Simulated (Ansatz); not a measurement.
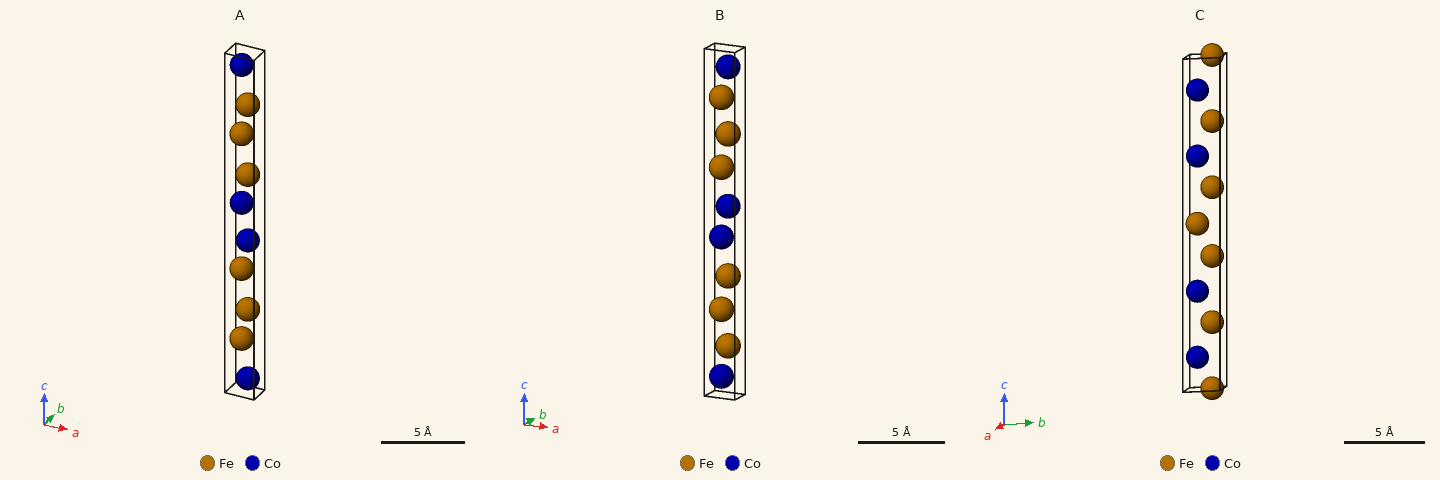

Three structures of Fe$_{3}$Co$_{2}$, each relaxed to rest (conventional cells in solid outline, small ones repeated, each panel with its own scale). Method: DFT PBE, scalar-relativistic, plane waves, PAW (Ansatz 0.2.0), with collinear spins.

> Give the type and space group of each panel.

A: 10 atoms a cell on a primitive hexagonal lattice, P6_3/mmc; B: 10 atoms a cell on a primitive hexagonal lattice, P-3m1; C: 10 atoms a cell on a primitive hexagonal lattice, P-6m2.

> Rank them by energy, lowest first.

B, then A (+31 meV/atom) and C (+44 meV/atom), energies at zero smearing.

> Collect the results in a table.

| panel | structure | E − E(lowest) (meV/atom) | volume (Å³/atom) | gap (eV) |
| --- | --- | --- | --- | --- |
| B | P-3m1 | 0 | 11.0 | metal |
| A | P6_3/mmc | 31 | 11.5 | metal |
| C | P-6m2 | 44 | 11.5 | metal |

Some of these may be structure types tried for this composition rather than known phases, and the most stable form need not be among them. Gaps are taken on the k-mesh or band path of each run.
